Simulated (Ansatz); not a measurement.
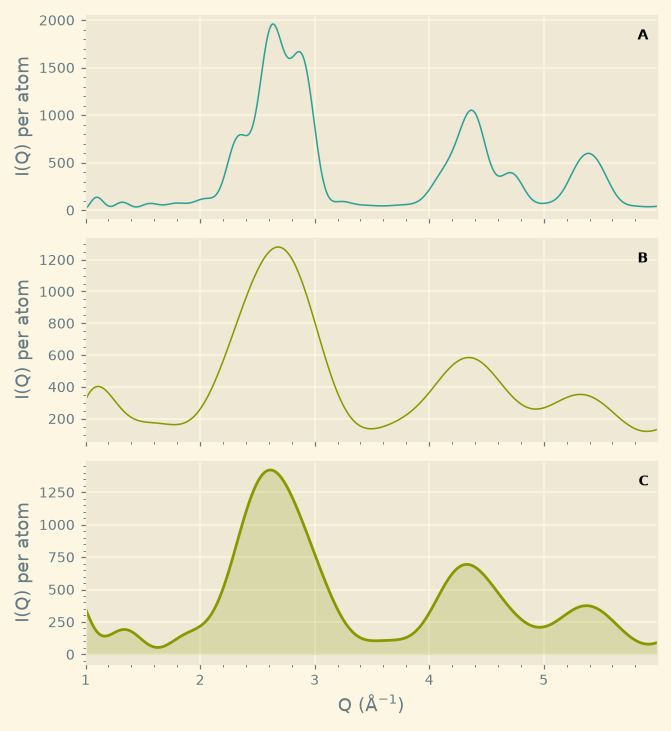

X-ray scattering of spheres cut from the crystal structure of Ge (Pm-3n, a = 5.329 Å, b = 5.329 Å, c = 5.329 Å, α = 90.00°, β = 90.00°, γ = 90.00°), calculated atom by atom with the Debye equation (B = 0.5 Å², no relaxation of the surface). Basis of the simulation: the geometry relaxed with DFT, PBEsol, plane waves (420 eV) with PAW, scalar-relativistic in Ansatz; the starting structure was generated, so it need not be a known form of this composition.

Question: The spheres are 10, 14 and 28 Å across. Which curve is which?

Answer: curve A: 28 Å (637 atoms); curve B: 10 Å (33 atoms); curve C: 14 Å (63 atoms). Peak widths go roughly as 2π/D, so the largest sphere has the sharpest peaks.

Question: Index the main peaks of the largest sphere.

Answer: Q ≈ 2.64 Å⁻¹: 210; Q ≈ 4.37 Å⁻¹: 320 + 321; Q ≈ 5.39 Å⁻¹: 420 + 421.
